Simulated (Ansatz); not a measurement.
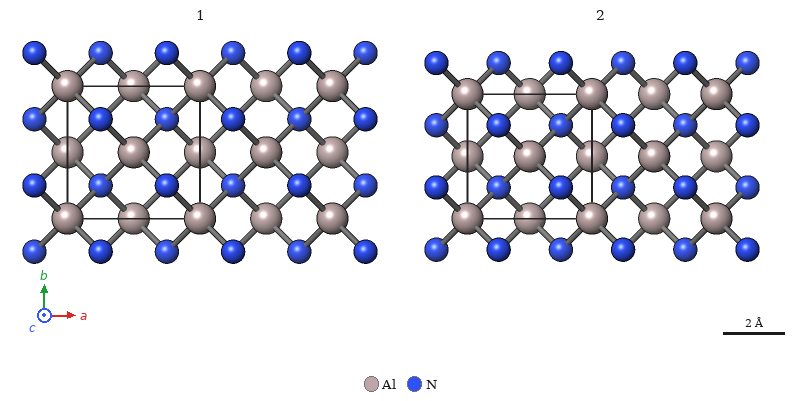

Two geometries of a crystal of AlN (built on the zincblende type), drawn at one scale. One is the start of a relaxation, the other its converged end. The picture is a ball-and-stick view of the conventional cell (4 times the calculation's cell), repeated 2 × 1 × 1 with one cell outlined, seen along the c axis. Lengths and directions refer to the drawn axes.

All numbers below come from Ansatz 0.2.0, DFT, PBE, plane waves, PAW. (plane-wave cutoff 420 eV; k-point mesh 10 × 10 × 10; occupations fermi dirac; smearing width 0.02 eV; no spin polarisation; cell and atoms relaxed; force threshold 0.005 eV/Å)

Which one is relaxed?

Answer. Structure 1 is the relaxed one. No atom moves by more than 0.005 Å relative to the cell. Cell: a = b = c 4.137 → 4.403 Å (+6.4 %). Volume +20.6 %. Among the contacts that change: Al–N 1.791 → 1.907 Å. The space group stays F-43m (No. 216). The energy falls by 253 meV per atom in 6 accepted moves (8 points after the start). All forces vanish by symmetry, so only the cell relaxes. Pressure: 51.76 GPa at the start and 0.02 GPa at the end. At 2 points the geometry stayed and the basis and grid were re-selected for the new cell (energy shift of 14.0 meV per atom at most each time).
